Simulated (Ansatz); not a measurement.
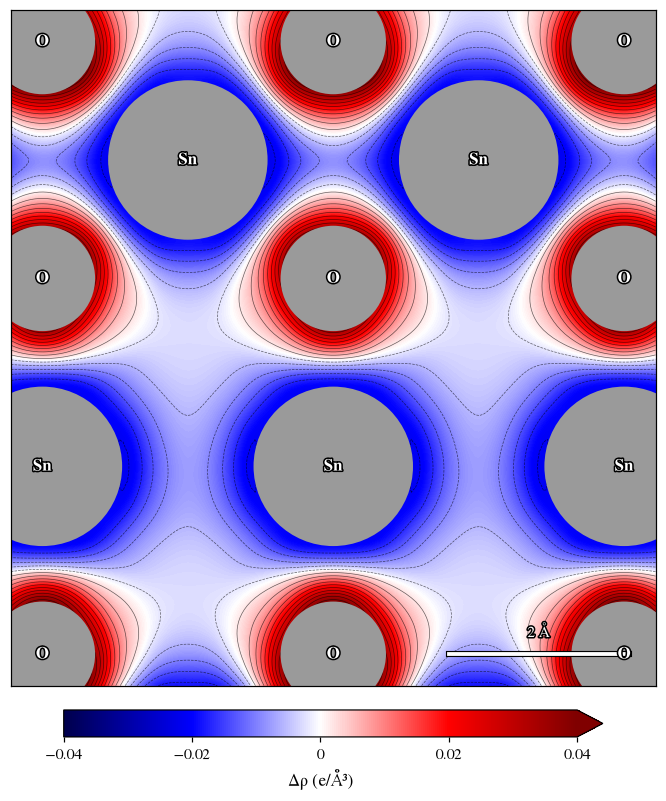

SnO₂: difference of two self-consistent densities at the same geometry, ρ(r2SCAN) − ρ(PBEsol), on the (11̄0) plane of the conventional cell. Grey discs cover the cores, where the PAW densities can't be compared. Cores are masked to 0.9 Å (Sn) and 0.6 Å (O).

Space group Pnnm. This isn't the usual form at ambient conditions. The cell comes from a database of computed structures, not from a measurement.

Both runs: Ansatz, scalar-relativistic, plane waves and PAW, same cutoff, k-points and PAW files (made with PBE).

Question: What differs between the two levels of theory?

Answer: Against PBEsol, and outside the masked cores, the largest gain lies at the edge of the masked core of O, and the largest loss lies at the edge of the masked core of Sn.
- Bader charges are Sn +2.43 and O −1.22 e with PBEsol and Sn +2.59 and O −1.29 e with r2SCAN.
- At this volume the pressure is −6 GPa with PBEsol and −8 GPa with r2SCAN.
- The gap on the mesh is 0.73 eV with PBEsol and 1.40 eV with r2SCAN.
